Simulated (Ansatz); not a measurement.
KTaO$_{3}$: single-point calculation

- system: KTaO$_{3}$ (Pm-3m, 5 atoms in the cell)
- method: DFT r2SCAN, scalar-relativistic, plane waves, PAW, no spin polarisation (Ansatz 0.2.0)

Figures and captions count atoms from 1; the log counts them from 0 in places.

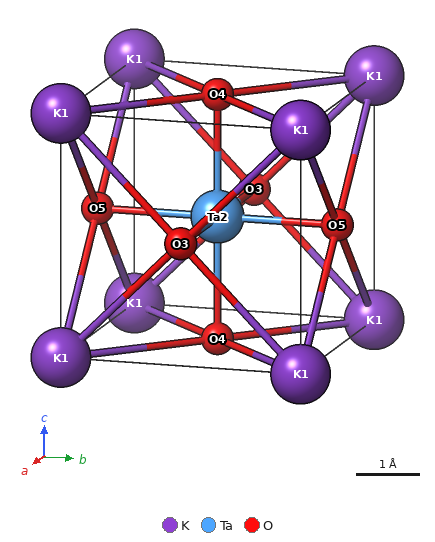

*The structure (ball-and-stick view of the cell of the calculation, seen slightly off an axis; atoms are numbered from 1 in the order of the input). An atom can appear more than once, as a periodic image.*

Results in brief

| quantity | value |
| --- | --- |
| outcome | converged |
| space group (tolerance 0.01 Å) | Pm-3m (221) |
| electrons treated | 40 |
| free energy | −13199.3867 eV |
| Fermi energy | 9.714 eV |
| gap on the k-point mesh | 2.63 eV |
| pressure | 0.30 GPa |
| largest force (length of the vector) | under 0.001 eV/Å |
| hardware | 8 threads of Arm Neoverse V1, 24 GiB of memory available, shared host |
| wall time | 2.3 s (CPU time 15 s) |
| peak memory | 0.56 GiB |

Notes

Spin–orbit coupling is left out, which matters for Ta.

The input
```yaml
crystal:
  lattice:
    - [3.9882991392, 0.0, 0.0]
    - [0.0, 3.9882991392, 0.0]
    - [0.0, 0.0, 3.9882991392]
  atoms:
    - { symbol: K, position: [0.0, 0.0, 0.0] }
    - { symbol: Ta, position: [0.5, 0.5, 0.5] }
    - { symbol: O, position: [0.0, 0.5, 0.5] }
    - { symbol: O, position: [0.5, 0.5, 0.0] }
    - { symbol: O, position: [0.5, 0.0, 0.5] }
basis:
  ecutwfc: 500
  ecutrho_ratio: 4
kpoints:
  mp_grid: { grid: [8, 8, 8] }
hamiltonian:
  xc: r2scan
scf:
  occupations: { method: gaussian, width: 0.05 }
output:
  forces: true
  stress: true
  eigenvalues: true
  eigenstates:
    kpoints:
      - [-0.5, -0.5, -0.5]
      - [-0.49238291, -0.5, -0.5]
      - [-0.50761709, -0.5, -0.5]
      - [-0.5, -0.49238291, -0.5]
      - [-0.5, -0.50761709, -0.5]
      - [-0.5, -0.5, -0.49238291]
      - [-0.5, -0.5, -0.50761709]
      - [-0.494613904, -0.494613904, -0.5]
      - [-0.505386096, -0.505386096, -0.5]
      - [-0.494613904, -0.5, -0.494613904]
      - [-0.505386096, -0.5, -0.505386096]
      - [-0.5, -0.494613904, -0.494613904]
      - [-0.5, -0.505386096, -0.505386096]
      - [-0.495602271, -0.495602271, -0.495602271]
      - [-0.504397729, -0.504397729, -0.504397729]
      - [0.0, 0.0, 0.0]
      - [0.00761709, 0.0, 0.0]
      - [-0.00761709, 0.0, 0.0]
      - [0.0, 0.00761709, 0.0]
      - [0.0, -0.00761709, 0.0]
      - [0.0, 0.0, 0.00761709]
      - [0.0, 0.0, -0.00761709]
      - [0.005386096, 0.005386096, 0.0]
      - [-0.005386096, -0.005386096, 0.0]
      - [0.005386096, 0.0, 0.005386096]
      - [-0.005386096, 0.0, -0.005386096]
      - [0.0, 0.005386096, 0.005386096]
      - [0.0, -0.005386096, -0.005386096]
      - [0.004397729, 0.004397729, 0.004397729]
      - [-0.004397729, -0.004397729, -0.004397729]
    de_dk: true
    e_range: [-1.914933647585, 1.914929126924]
```

Launched with:
```bash
ansatz run input.yaml --threads 8 --pin off --max-ram 15360MiB --backend cpu --events-out ev --progress --plain --runs-dir out
```

What the program printed
```
Engine: ansatz 0.2.0, aarch64-unknown-linux-gnu
Pseudopotentials: kind: paw
Pseudopotential: K, paw, valence charge 9, recommended cutoff 500 eV (meta_gga), K.paw.azcp
Pseudopotential: Ta, paw, valence charge 13, recommended cutoff 500 eV (meta_gga), Ta.paw.azcp
Pseudopotential: O, paw, valence charge 6, recommended cutoff 500 eV (meta_gga), O.paw.azcp
Functional definition: r2SCAN
  parameter k0 = 0.174
  parameter k1 = 0.065
  parameter a1 = 4.9479
  exchange = r2scan_x(k0 = k0, k1 = k1, a1 = a1)
  correlation = r2scan_c
Crystal: 5 atoms, lattice volume = 63.440 Å³
Basis set: ecut = 500 eV, 1575 PW (Γ), exchange–correlation on 120×120×120 points (64 copies of the dense FFT grid, shifted against one another)
Bands: 25, of which v1, the nominal top of the filled ones, is band 20 counted from 1 (19 counted from 0)
Symmetry: 48 space group operations
Space group: Pm-3m (ITA 221), of the structure as read, at distance tolerance 4.0e-5 Å
k-points: 35 of 512
Non-local potential: K, projectors of the file, l = 0: 3, l = 1: 2, l = 2: 2
Non-local potential: Ta, projectors of the file, l = 0: 3, l = 1: 2, l = 2: 2, l = 3: 1
Non-local potential: O, projectors of the file, l = 0: 2, l = 1: 2, l = 2: 1
PAW form: soft (Blöchl's): semilocal exchange-correlation on the pseudo side does not see the compensation charge
PAW frozen core: K, regenerated for the run's functional (the file was generated under x = pbe(κ = 0.804, μ = 0.2195149727645171), c = pbe(β = 0.06672455060314922))
PAW frozen core: Ta, regenerated for the run's functional (the file was generated under x = pbe(κ = 0.804, μ = 0.2195149727645171), c = pbe(β = 0.06672455060314922))
PAW frozen core: O, regenerated for the run's functional (the file was generated under x = pbe(κ = 0.804, μ = 0.2195149727645171), c = pbe(β = 0.06672455060314922))
PAW one-centre angular grid: K, 302 points (default); XC on 160 Gauss nodes
PAW one-centre angular grid: Ta, 590 points (default); XC on 160 Gauss nodes
PAW one-centre angular grid: O, 302 points (default); XC on 160 Gauss nodes
Initial density: superposition of atomic densities (neutral atoms: chi_scale 0, normalization atom), corrected by the library's trained network
Initial wavefunctions: pseudopotential atomic-orbital guess
Functional: x = r2scan, c = r2scan; τ floored in thin density (d = 2e-4 eV/Å³)
SCF iter   1: F=—  HF=-13199.318210 eV  |F-HF|=—  |Δ(HF+E_count)|=         —  Δρ=1.01e-2  dr2=7.46e-2  dr2_τ=2.48e-1  ethr=1.77e-3  ⟨swp⟩=6.2  Hψ=4347  notcnv=0
preconditioner: auto → Resta (q_TF=auto, 2.526 Å⁻¹)  ε∞=4.2  [insulator: Δε(μ)=2.853 eV  Ē_g=14.167 eV  σ=0.050 eV  W_gap=1.00  n_scr=18 (ndim 8)  ℏωp=25.5 eV  f_vac=0.013  D(μ)=0.00/eV (n_scr^D=0)  ε∞_Penn≈4.2]
SCF iter   2: F=—  HF=-13199.386485 eV  |F-HF|=—  |Δ(HF+E_count)|=   6.83e-2  Δρ=5.14e-3  dr2=6.97e-3  dr2_τ=3.58e-3  ethr=1.86e-4  ⟨swp⟩=2.0  Hψ=1817  notcnv=0  defer=35
SCF iter   3: F=—  HF=-13199.386687 eV  |F-HF|=—  |Δ(HF+E_count)|=   2.02e-4  Δρ=2.09e-3  dr2=1.67e-3  dr2_τ=1.82e-4  ethr=1.74e-5  ⟨swp⟩=1.0  Hψ=840  notcnv=0  defer=35
SCF iter   4: F=—  HF=-13199.386646 eV  |F-HF|=—  |Δ(HF+E_count)|=   4.06e-5  Δρ=2.69e-4  dr2=2.60e-5  dr2_τ=5.44e-6  ethr=4.17e-6  ⟨swp⟩=2.9  Hψ=1506  notcnv=0  defer=35
SCF iter   5: F=—  HF=-13199.386659 eV  |F-HF|=—  |Δ(HF+E_count)|=   1.24e-5  Δρ=7.67e-5  dr2=4.31e-6  dr2_τ=2.67e-7  ethr=6.51e-8  ⟨swp⟩=2.7  Hψ=1656  notcnv=0  defer=35
SCF iter   6: F=—  HF=-13199.386653 eV  |F-HF|=—  |Δ(HF+E_count)|=   5.66e-6  Δρ=1.46e-5  dr2=1.26e-7  dr2_τ=1.82e-8  ethr=1.08e-8  ⟨swp⟩=2.0  Hψ=1312  notcnv=0  defer=35
SCF iter   7: F=—  HF=-13199.386659 eV  |F-HF|=—  |Δ(HF+E_count)|=   5.40e-6  Δρ=3.77e-6  dr2=8.89e-9  dr2_τ=4.09e-10  ethr=3.16e-10  ⟨swp⟩=2.6  Hψ=1391  notcnv=0  defer=35
SCF iter   8: F=—  HF=-13199.386659 eV  |F-HF|=—  |Δ(HF+E_count)|=  8.17e-10  Δρ=8.40e-7  dr2=5.10e-10  dr2_τ=1.88e-11  ethr=2.22e-11  ⟨swp⟩=2.3  Hψ=1229  notcnv=0  defer=35
SCF iter   9: F=-13199.386659 eV  HF=-13199.386659 eV  |F-HF|=3.64e-12  |Δ(HF+E_count)|=  4.18e-11  Δρ=9.27e-8  dr2=4.06e-12  dr2_τ=6.00e-13  ethr=1.00e-12  ⟨swp⟩=9.8  Hψ=5295  notcnv=0
SCF 1 converged in 9 iterations: F = -13199.386659 eV  dr2 = 4.06e-12
  greatest PAW one-centre occupation: 0.998 electrons in one spin orbital (limit 2), on the Ta atom at site 1 (counted from 0), in its partial waves of l = 0
```

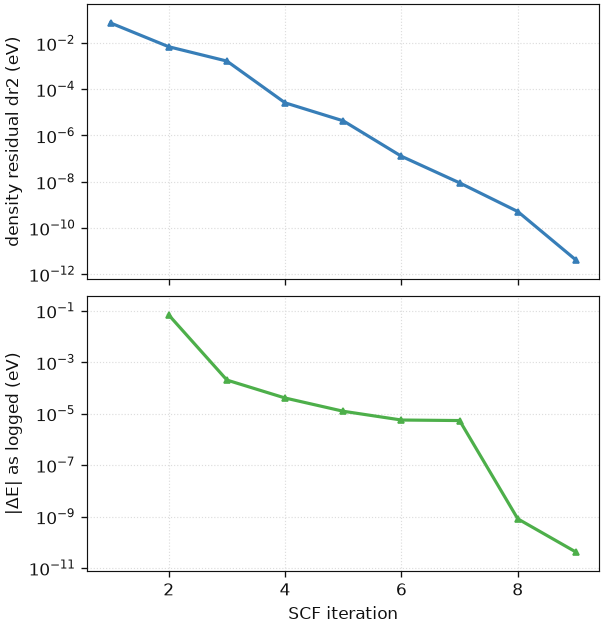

*Convergence of the self-consistent field: density residual dr2 and size of the energy change against the SCF iteration.*

The residual falls at every step.

```
NSCF: frozen V_eff on 30 k-points
SCF converged after 9 iterations
Free energy (F): -13199.386659 eV
Harris-Foulkes:  -13199.386659 eV  (|F-HF|=3.64e-12)
Internal energy: -13199.386659 eV  (E = F + TS)
E sigma→0 (E₀):  -13199.386659 eV
Fermi energy:    9.713835 eV
--- Per-component energies (eV) ---
  E_band       = -288.684591
  E_kinetic    = 1149.616182
  E_local      = -2222.567451  (includes V_loc(G=0)·N_el)
  E_nonlocal   = 168.567137
  E_hartree    = 778.245821
  E_xc         = -559.947071
  E_vxc        = -726.548958  (∫ρ·V_xc dr)
  E_paw        = -9690.918081  (= ΣΔE_a)
  E_vpaw       = -256.526874  (= ΣTr[D̂ρ^β])
  E_aug_tail   = 0.003085  (compensation charges beyond the density's cutoff)
  E_vtau       = 42.280661  (kinetic-family band-sum trace: ∫τ·v_τ [+ j·A + Jᵃ·Aᵃ] dr)
  E_ewald      = -2821.337991
  E_core_change = -1.048288  (= ΣΔE_core)
  E_smearing   = -0.000000  (= −TS)
  E_closure    = 0.000000  (closes the sum)
  Σ components = -13199.386659   (vs F -13199.386659, Δ=0.00e0)
--- Forces (eV/Å), atoms counted from 1 ---
  atom   1  K     -0.00000000     0.00000000     0.00000000
  atom   2  Ta     0.00000000     0.00000000     0.00000000
  atom   3  O      0.00000000     0.00000000     0.00000000
  atom   4  O      0.00000000     0.00000000    -0.00000000
  atom   5  O      0.00000000    -0.00000000    -0.00000000
  max |Σ_I F_I| component: 3.27e-29 eV/Å
--- Stress (GPa, compression-positive) ---
        0.296221       0.000000       0.000000
        0.000000       0.296221       0.000000
        0.000000       0.000000       0.296221
  P = ⅓ Tr σ = 0.2962 GPa (2.962 kbar)
--- Band table (eV; the first three rows and the last of 35) ---
  k-point 0: bands = ["-60.9282", "-26.7355", "-26.7355", "-26.7355", "-19.9571", "-10.1232", "-9.4651", "-9.4651", "-2.7435", "-2.7435", "-2.7435", "5.9181", "5.9181", "5.9181", "7.3128", "7.3128", "7.3128", "7.7602", "7.7602", "7.7602", "11.0288", "11.0288", "11.0288", "15.5754", "15.5754"]
  k-point 1: bands = ["-60.9282", "-26.7504", "-26.7350", "-26.7350", "-19.9531", "-10.0771", "-9.4621", "-9.3780", "-2.7376", "-2.7376", "-2.7240", "5.5348", "5.9031", "5.9031", "7.0916", "7.0916", "7.2425", "7.3191", "7.6788", "7.6788", "11.0503", "11.4949", "11.4949", "15.5816", "15.9834"]
  k-point 2: bands = ["-60.9280", "-26.7860", "-26.7337", "-26.7337", "-19.9433", "-10.0246", "-9.4544", "-9.0856", "-2.7234", "-2.7234", "-2.6764", "4.4399", "5.8695", "5.8695", "6.6072", "6.6072", "6.7215", "7.0799", "7.5963", "7.5963", "11.1033", "12.4949", "12.4949", "15.5938", "16.5845"]
  k-point 34: bands = ["-60.9269", "-26.8265", "-26.8265", "-26.8265", "-19.9005", "-8.5067", "-8.5067", "-8.5067", "-2.9983", "-2.9983", "-2.9983", "2.8491", "2.8610", "2.8610", "4.4641", "4.4641", "4.4641", "8.3989", "8.3989", "8.3989", "15.3333", "15.3333", "15.3333", "18.0697", "18.0697"]
```

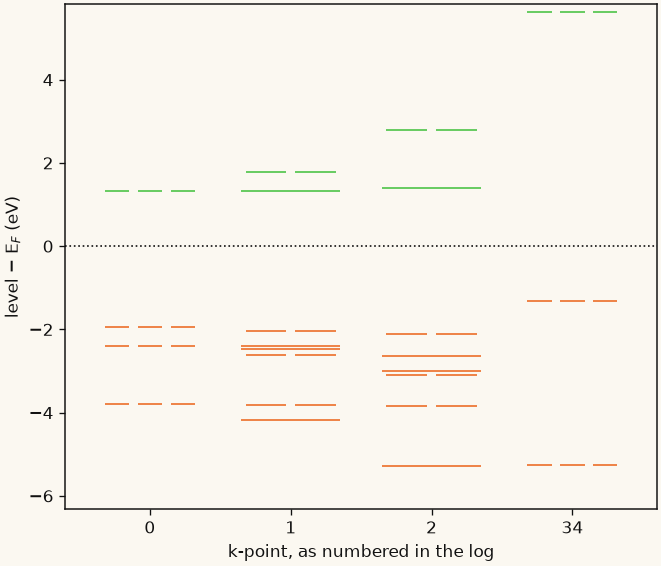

*Kohn–Sham levels near the Fermi level (dotted) at the few k-points that the log prints; levels within 0.02 eV of each other stand side by side.*

Among these points the highest filled and lowest empty levels are 2.63 eV apart, which is the gap on the mesh.
